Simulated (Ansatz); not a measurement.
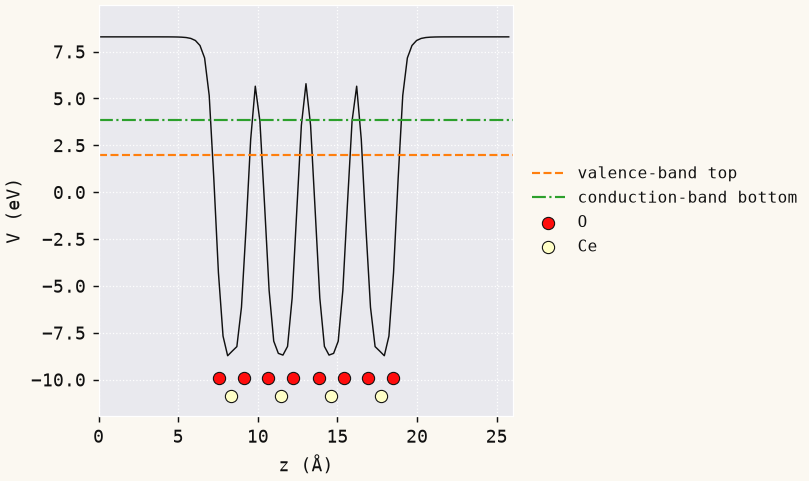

Plane-averaged electrostatic potential energy of an electron across the slab; circles at the bottom mark the heights of the atoms.

Calculation on a (111) slab cut from CeO$_{2}$ (Fm-3m), ended by O planes, 12 atoms in the cell; a = 3.86 Å, b = 3.86 Å, c = 26.04 Å, α = 90.00°, β = 90.00°, γ = 120.00°.

Ansatz 0.2.0; DFT PBE, scalar-relativistic, plane waves, PAW, no spin polarisation, 9×9×1 k mesh, 420 eV cutoff, Gaussian smearing of 0.05 eV.

> What are the ionisation potential and the electron affinity of the slab?

From the vacuum level at the right face the ionisation potential is 6.31 eV and the electron affinity 4.46 eV; the left face gives the same. The slab's gap, their difference before rounding, is 1.84 eV. The two vacuum levels agree, so the slab has no net dipole along its normal.

> How thick are slab and vacuum?

The outermost atoms are 10.9 Å apart, which leaves 15.1 Å of vacuum in a cell 26.0 Å high.
